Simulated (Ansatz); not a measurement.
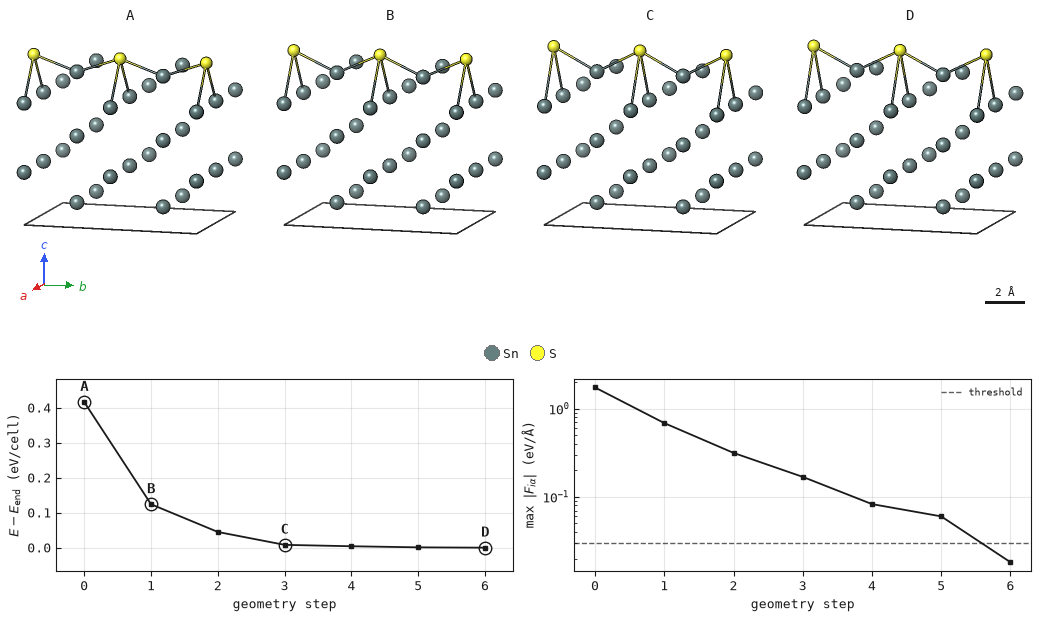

Frames of a constrained relaxation of a slab of composition Sn10S (cut from the I4/mmm phase), marked on the history of the run. The picture is a ball-and-stick view of the 1 × 2 repeat of the cell, outlined in the plane, without the vacuum, seen slightly off an axis.

Case: S put at a bridge Sn-Sn site. The slab is the (1 0 0) face of Sn with S on it. 4 atoms are held fixed.

Computed with Ansatz 0.2.0, DFT PBE, scalar-relativistic, plane waves, PAW.

The input:
```yaml
crystal:
  lattice:
    - [6.9621627756, 0.0, 0.0]
    - [0.0, 4.6186495791, 0.0]
    - [0.0, 0.0, 25.9621627756]
  atoms:
    - { symbol: Sn, position: [0.25, 0.5, 0.3273995343] }
    - { symbol: Sn, position: [0.75, 0.5, 0.3273995343] }
    - { symbol: Sn, position: [0.5, 0.0, 0.394440971] }
    - { symbol: Sn, position: [0.0, 0.0, 0.394440971] }
    - { symbol: Sn, position: [0.75, 0.5, 0.4606868391] }
    - { symbol: Sn, position: [0.25, 0.5, 0.4606868391] }
    - { symbol: Sn, position: [0.0, 0.0, 0.5331761446] }
    - { symbol: Sn, position: [0.5, 0.0, 0.5331761446] }
    - { symbol: Sn, position: [0.25, 0.5, 0.5895399631] }
    - { symbol: Sn, position: [0.75, 0.5, 0.5895399631] }
    - { symbol: S, position: [0.75, 0.0, 0.6203540369] }
basis:
  ecutwfc: 420
kpoints:
  mp_grid: { grid: [4, 6, 1] }
hamiltonian:
  xc: pbe
scf:
  occupations: { method: gaussian, width: 0.1 }
output:
  forces: true
  eigenvalues: true
  write_density: true
  write_potential: true
  elf: true
  volumetric_format: npy
relax:
  adjacent_minimum: "off"
  f_tol: 0.03
  max_steps: 70
  constraints: [{ sites: [0, 1, 2, 3] }]
efield:
  axis: 3
  dipole_correction: true
  ramp_width: 0.04
```

Command:
```bash
ansatz run input.yaml --threads 2 --pin off --max-ram 5120MiB --backend cpu --events-out ev --progress --plain --runs-dir out
```

Q: Describe the path.

A: The energy falls by 0.416 eV per cell of the calculation in 6 geometry steps. The largest force component goes from 1.7 to 0.018 eV/Å. S11 moves most: 0.43 Å along the normal (+c). By element the largest moves are S 0.43 Å, Sn 0.38 Å. The cell doesn't change. Some distances before and after: Sn7–S11 2.855 → 3.320 Å, Sn10–S11 2.444 → 2.582 Å. Bond angles that change, for instance: S11–Sn10–S11 141.8° → 126.9°, Sn10–S11–Sn10 141.8° → 126.9°. From step 0 to 1: S11 moves most (0.19 Å), energy −0.292 eV per cell of the calculation. From step 1 to 3: Sn9 moves most (0.24 Å), energy −0.116 eV per cell of the calculation. From step 3 to 6: Sn9 moves most (0.08 Å), energy −8.1 meV per cell of the calculation.

| step | E − E(0), meV/atom | largest force component, eV/Å |
| --- | --- | --- |
| 0 | 0.00 | 1.7351 |
| 1 | -26.56 | 0.6853 |
| 2 | -33.77 | 0.3148 |
| 3 | -37.12 | 0.1684 |
| 4 | -37.48 | 0.0827 |
| 5 | -37.77 | 0.0600 |
| 6 | -37.85 | 0.0181 |

Limits of the set-up: the periodic images lie only 4.6 Å apart, so the values are limited by the cell's size.
